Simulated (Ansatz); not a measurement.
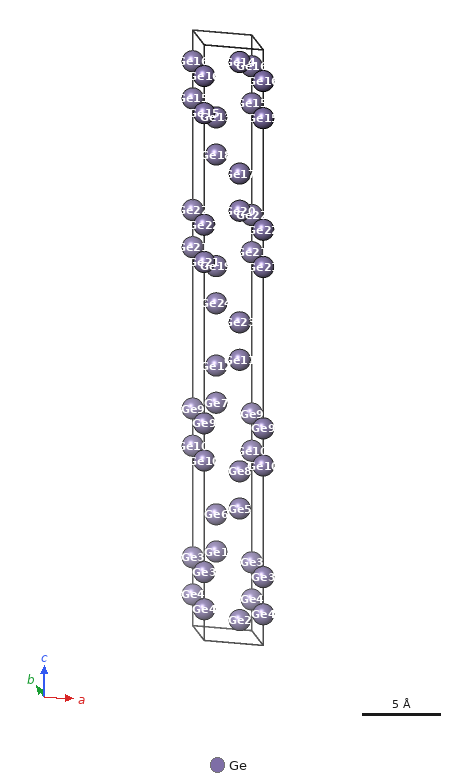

*The structure as given in the input (spheres-only view of the cell of the calculation, seen slightly off an axis; atoms are numbered from 1 in the order of the input).*

**Run report: Ge, single-point calculation (part 1 of 2)**

- system: Ge (interface cell, 24 atoms in the cell)
- method: DFT PBEsol, scalar-relativistic, plane waves, PAW, no spin polarisation (Ansatz 0.2.0)

The structure derives from an entry of the Crystallography Open Database. It belongs to a series of runs on one base structure; here: symmetric tilt boundary Sigma 3 (1 1 1), mirror between the next planes, shift [0, 0], relaxed, on a denser mesh. Figures and captions count atoms from 1; the log counts them from 0 in places.

Input:
```yaml
crystal:
  lattice:
    - [4.0133717218, 0.0, 0.0]
    - [-2.0066858609, 3.4756818659, 0.0]
    - [0.0, 0.0, 39.341816095]
  atoms:
    - { symbol: Ge, position: [0.3333333333, 0.6666666667, 0.1355037191] }
    - { symbol: Ge, position: [0.6666666667, 0.3333333333, 0.0314722125] }
    - { symbol: Ge, position: [0.0, 0.0, 0.11471298] }
    - { symbol: Ge, position: [0.0, 0.0, 0.0523416943] }
    - { symbol: Ge, position: [0.6666666667, 0.3333333333, 0.2187727167] }
    - { symbol: Ge, position: [0.3333333333, 0.6666666667, 0.197954775] }
    - { symbol: Ge, position: [0.3333333333, 0.6666666667, 0.3852889378] }
    - { symbol: Ge, position: [0.6666666667, 0.3333333333, 0.2812291471] }
    - { symbol: Ge, position: [1.0, 0.0, 0.3644981598] }
    - { symbol: Ge, position: [0.0, 0.0, 0.3020473898] }
    - { symbol: Ge, position: [0.6666666667, 0.3333333333, 0.4685274787] }
    - { symbol: Ge, position: [0.3333333333, 0.6666666667, 0.4476595919] }
    - { symbol: Ge, position: [0.3333333333, 0.6666666667, 0.8644962809] }
    - { symbol: Ge, position: [0.6666666667, 0.3333333333, 0.9685277875] }
    - { symbol: Ge, position: [0.0, 0.0, 0.88528702] }
    - { symbol: Ge, position: [0.0, 0.0, 0.9476583057] }
    - { symbol: Ge, position: [0.6666666667, 0.3333333333, 0.7812272833] }
    - { symbol: Ge, position: [0.3333333333, 0.6666666667, 0.802045225] }
    - { symbol: Ge, position: [0.3333333333, 0.6666666667, 0.6147110622] }
    - { symbol: Ge, position: [0.6666666667, 0.3333333333, 0.7187708529] }
    - { symbol: Ge, position: [1.0, 0.0, 0.6355018402] }
    - { symbol: Ge, position: [0.0, 0.0, 0.6979526102] }
    - { symbol: Ge, position: [0.6666666667, 0.3333333333, 0.5314725213] }
    - { symbol: Ge, position: [0.3333333333, 0.6666666667, 0.5523404081] }
basis:
  ecutwfc: 420
kpoints:
  mp_grid: { grid: [21, 21, 2] }
hamiltonian:
  xc: pbesol
scf:
  occupations: { method: gaussian, width: 0.1 }
output:
  forces: true
  stress: true
  eigenvalues: true
  write_density: true
  write_potential: true
  elf: true
  volumetric_format: npy
```

Hardware: 2 threads of Intel Xeon Gold (Sapphire Rapids), 64 GiB of memory available, shared host.

Command:
```bash
ansatz run input.yaml --threads 2 --pin off --max-ram 5120MiB --backend cpu --events-out ev --progress --plain --runs-dir out
```

Output:
```
Warning: the atoms were moved onto the symmetric positions of the space group found under crystal.symmetry.tolerance 1.0e-5 (fractional; no operation is sought that the atoms, as they stand in a round, miss by more than twice it, and no atom is moved by as much as it), and the run uses the moved positions. Before a round's move an operation carried an atom to 8.52e-5 Å from where it should land, the largest such distance. Atom 5 (counting from 0) moved farthest, by 4.26e-5 Å; the longest move in fractions of the cell, of whichever atom, is 0.10 of the tolerance, in 1 round. To run the atoms as typed, lower crystal.symmetry.tolerance until the operations that they miss are no longer found, or set crystal.symmetry.detect: false (a key that needs symmetry detection or time reversal refuses this as the deck is read). The positions used, in the order of the run's atom list: position: [0.3333333333333333, 0.6666666666666666, 0.13550277965]; position: [0.6666666666666666, 0.3333333333333333, 0.03147236689999999]; position: [0.0, 0.0, 0.11471202109999999]; position: [0.0, 0.0, 0.05234105120000002]; position: [0.6666666666666666, 0.3333333333333333, 0.2187717848]; position: [0.3333333333333333, 0.6666666666666666, 0.1979536926]; position: [0.3333333333333333, 0.6666666666666666, 0.3852879789]; position: [0.6666666666666666, 0.3333333333333333, 0.2812282152]; position: [1.0, 0.0, 0.36449722035]; position: [0.0, 0.0, 0.3020463074]; position: [0.6666666666666666, 0.3333333333333333, 0.4685276331]; position: [0.3333333333333333, 0.6666666666666666, 0.4476589488]; position: [0.3333333333333333, 0.6666666666666666, 0.86449722035]; position: [0.6666666666666666, 0.3333333333333333, 0.9685276331]; position: [0.0, 0.0, 0.8852879789]; position: [0.0, 0.0, 0.9476589488]; position: [0.6666666666666666, 0.3333333333333333, 0.7812282152]; position: [0.3333333333333333, 0.6666666666666666, 0.8020463073999999]; position: [0.3333333333333333, 0.6666666666666666, 0.6147120211]; position: [0.6666666666666666, 0.3333333333333333, 0.7187717847999999]; position: [1.0, 0.0, 0.63550277965]; position: [0.0, 0.0, 0.6979536926]; position: [0.6666666666666666, 0.3333333333333333, 0.5314723669]; position: [0.3333333333333333, 0.6666666666666666, 0.5523410512]; The lattice was moved too: crystal.lattice keeps the space group found at crystal.symmetry.tolerance 1.0e-5 only nearly: the operation that it misses by the most changes a squared length by the fraction 4.43e-12. The run uses the lattice that is a stretch of the typed one, with no rotation, onto the one that keeps every operation to a double's rounding (on a very oblique basis the stretch itself rounds by more); the deck's lattice vector that moved farthest moved by 5.13e-12 Å. To run the lattice as typed, set crystal.symmetry.detect: false, as for the atoms. crystal.lattice made exact, in Å and degrees: [[4.013371721794866, 0.0, 0.0], [-2.006685860897433, 3.475681865904446, 0.0], [0.0, 0.0, 39.341816095]]. Pasted over the deck's crystal.lattice, beside positions in fractional coordinates, it runs the same cell (given as lengths and angles, that cell in the form's own orientation, a rigid turn of the misfit's size from the one run here, for which a checkpoint.post_process_only pass over this run's state can be refused: where this run relaxes nothing, give such a pass this deck's own crystal.lattice, as typed; behind a relaxation, as crystal.lattice, the state's own cell, identity.cell in its checkpoint.json), and a matrix so pasted ends this notice, except on a very skew basis of the lattice, where the rounding of the pasted numbers themselves can read as a misfit: the cell is then moved again, and that move is told again. The lattice as run is in this notice's lattice.as_run_ang field (Run.prep()["deck_notices"] in Python, the deck_notice line of an events file, deck_notices of ansatz run --dry-run=json, or deck_notices in record.json in the deck's checkpoint.write directory).
Engine: ansatz 0.2.0, x86_64-unknown-linux-gnu
Pseudopotentials: kind: paw
Pseudopotential: Ge, paw, valence charge 14, recommended cutoff 420 eV (normal), Ge.paw.azcp
Functional definition: PBEsol
  exchange = pbesol_x
  correlation = pbesol_c
Crystal: 24 atoms, lattice volume = 548.787 Å³
Basis set: ecut = 420 eV, 10787 PW (Γ), exchange–correlation on 54×54×540 points (8 copies of the dense FFT grid, shifted against one another)
Bands: 202, of which v1, the nominal top of the filled ones, is band 168 counted from 1 (167 counted from 0)
Symmetry: 24 space group operations
Space group: P63/mmc (ITA 194), of the structure as read, at distance tolerance 8.2e-5 Å
k-points: 96 of 882
Non-local potential: Ge, projectors of the file, l = 0: 2, l = 1: 2, l = 2: 3, l = 3: 1
PAW form: soft (Blöchl's): semilocal exchange-correlation on the pseudo side does not see the compensation charge
PAW frozen core: Ge, regenerated for the run's functional, and the local potential with it (the file was generated under x = pbe(κ = 0.804, μ = 0.2195149727645171), c = pbe(β = 0.06672455060314922))
PAW one-centre angular grid: Ge, 590 points (default); XC on 64 Gauss nodes
Initial density: superposition of atomic densities (neutral atoms: chi_scale 0, normalization atom), corrected by the library's trained network
Initial wavefunctions: pseudopotential atomic-orbital guess
Functional: x = pbesol(κ = 0.804, μ = 0.12345679012345678), c = pbesol(β = 0.046)
SCF iter   1: F=—  HF=-102083.900067 eV  |F-HF|=—  |Δ(HF+E_count)|=         —  Δρ=2.55e-3  dr2=4.48e-2  ethr=1.77e-3  ⟨swp⟩=5.8  Hψ=67571  notcnv=0  defer=119
preconditioner: auto → LDOS  [metal: Δε(μ)=0.086 eV  Ē_g=22.357 eV  σ=0.100 eV  W_gap=0.39  n_scr=156 (ndim 8)  ℏωp=29.1 eV  f_vac=0.077  D(μ)=0.27/eV (n_scr^D=2)  β→1.0]
SCF iter   2: F=—  HF=-102083.882741 eV  |F-HF|=—  |Δ(HF+E_count)|=   1.73e-2  Δρ=7.88e-4  dr2=9.79e-3  ethr=1.33e-5  ⟨swp⟩=2.0  Hψ=37066  notcnv=0  defer=236
SCF iter   3: F=—  HF=-102083.883429 eV  |F-HF|=—  |Δ(HF+E_count)|=   6.88e-4  Δρ=7.08e-4  dr2=3.15e-2  ethr=2.91e-6  ⟨swp⟩=2.0  Hψ=32935  notcnv=0  defer=236  recentre
SCF iter   4: F=—  HF=-102083.880070 eV  |F-HF|=—  |Δ(HF+E_count)|=   3.36e-3  Δρ=3.35e-4  dr2=7.58e-3  ethr=2.91e-6  ⟨swp⟩=2.0  Hψ=32935  notcnv=0  defer=236
SCF iter   5: F=—  HF=-102083.879271 eV  |F-HF|=—  |Δ(HF+E_count)|=   7.99e-4  Δρ=1.49e-4  dr2=4.01e-4  ethr=2.26e-6  ⟨swp⟩=2.0  Hψ=18717  notcnv=0  defer=234
SCF iter   6: F=—  HF=-102083.879208 eV  |F-HF|=—  |Δ(HF+E_count)|=   6.35e-5  Δρ=5.14e-5  dr2=3.43e-5  ethr=1.19e-7  ⟨swp⟩=2.0  Hψ=20458  notcnv=0  defer=234
SCF iter   7: F=—  HF=-102083.878849 eV  |F-HF|=—  |Δ(HF+E_count)|=   3.59e-4  Δρ=1.54e-5  dr2=6.91e-6  ethr=1.02e-8  ⟨swp⟩=2.0  Hψ=21990  notcnv=0  defer=212
SCF iter   8: F=—  HF=-102083.878847 eV  |F-HF|=—  |Δ(HF+E_count)|=   1.28e-6  Δρ=5.26e-6  dr2=1.36e-7  ethr=2.06e-9  ⟨swp⟩=2.0  Hψ=20374  notcnv=0  defer=212
SCF iter   9: F=-102083.878847 eV  HF=-102083.878847 eV  |F-HF|=4.68e-8  |Δ(HF+E_count)|=   4.14e-8  Δρ=3.13e-6  dr2=3.89e-8  ethr=2.98e-11  ⟨swp⟩=11.9  Hψ=131302  notcnv=0
SCF 1 converged in 9 iterations: F = -102083.878847 eV  dr2 = 3.89e-8
  greatest PAW one-centre occupation: 0.998 electrons in one spin orbital (limit 2), on the Ge atom at site 6 (counted from 0), in its partial waves of l = 2
```

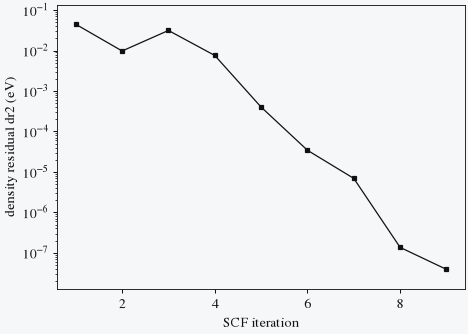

*Convergence of the self-consistent field: density residual dr2 against the SCF iteration.*

The residual comes down, with one marked jump up, by a factor of about 3, at step 3.

```
SCF converged after 9 iterations
Free energy (F): -102083.878847 eV
Harris-Foulkes:  -102083.878847 eV  (|F-HF|=4.68e-8)
Internal energy: -102083.877553 eV  (E = F + TS)
E sigma→0 (E₀):  -102083.878200 eV
Entropy (-TS):   -0.001294 eV (-0.054 meV/atom)
Fermi energy:    8.362653 eV
--- Per-component energies (eV) ---
  E_band       = -3668.826104
  E_kinetic    = 2675.535364
  E_local      = -59518.233997  (includes V_loc(G=0)·N_el)
  E_nonlocal   = 10083.028122
  E_hartree    = 26081.134895
  E_xc         = -1798.498533
  E_vxc        = -1552.598383  (∫ρ·V_xc dr)
  E_paw        = -47498.638963  (= ΣΔE_a)
  E_vpaw       = -7518.881879  (= ΣTr[D̂ρ^β])
  E_aug_tail   = 0.008803  (compensation charges beyond the density's cutoff)
  E_ewald      = -32130.243713
  E_core_change = 22.030469  (= ΣΔE_core)
  E_smearing   = -0.001294  (= −TS)
  E_closure    = -0.000000  (closes the sum)
  Σ components = -102083.878847   (vs F -102083.878847, Δ=0.00e0)
--- Forces (eV/Å), atoms counted from 1 ---
  atom   1  Ge     0.00000000     0.00000000    -0.00010168
  atom   2  Ge     0.00000000    -0.00000000     0.00438886
  atom   3  Ge     0.00000000    -0.00000000    -0.00031821
  atom   4  Ge     0.00000000     0.00000000     0.00020120
  atom   5  Ge     0.00000000     0.00000000     0.00007069
  atom   6  Ge     0.00000000    -0.00000000    -0.00018542
  atom   7  Ge    -0.00000000     0.00000000     0.00031821
  atom   8  Ge    -0.00000000    -0.00000000    -0.00007069
  atom   9  Ge     0.00000000    -0.00000000     0.00010168
  atom  10  Ge     0.00000000     0.00000000     0.00018542
  atom  11  Ge    -0.00000000     0.00000000    -0.00438886
  atom  12  Ge     0.00000000    -0.00000000    -0.00020120
  atom  13  Ge    -0.00000000     0.00000000     0.00010168
  atom  14  Ge    -0.00000000    -0.00000000    -0.00438886
  atom  15  Ge    -0.00000000    -0.00000000     0.00031821
  atom  16  Ge     0.00000000     0.00000000    -0.00020120
  atom  17  Ge     0.00000000     0.00000000    -0.00007069
  atom  18  Ge    -0.00000000    -0.00000000     0.00018542
  atom  19  Ge    -0.00000000     0.00000000    -0.00031821
  atom  20  Ge     0.00000000    -0.00000000     0.00007069
  atom  21  Ge    -0.00000000    -0.00000000    -0.00010168
  atom  22  Ge    -0.00000000     0.00000000    -0.00018542
  atom  23  Ge     0.00000000     0.00000000     0.00438886
  atom  24  Ge     0.00000000    -0.00000000     0.00020120
  max |Σ_I F_I| component: 5.09e-17 eV/Å
--- Stress (GPa, compression-positive) ---
       -0.134460       0.000000       0.000000
        0.000000      -0.134460       0.000000
        0.000000       0.000000       0.012324
  P = ⅓ Tr σ = -0.0855 GPa (-0.855 kbar)
--- Band table (eV; the first three rows and the last of 96) ---
```
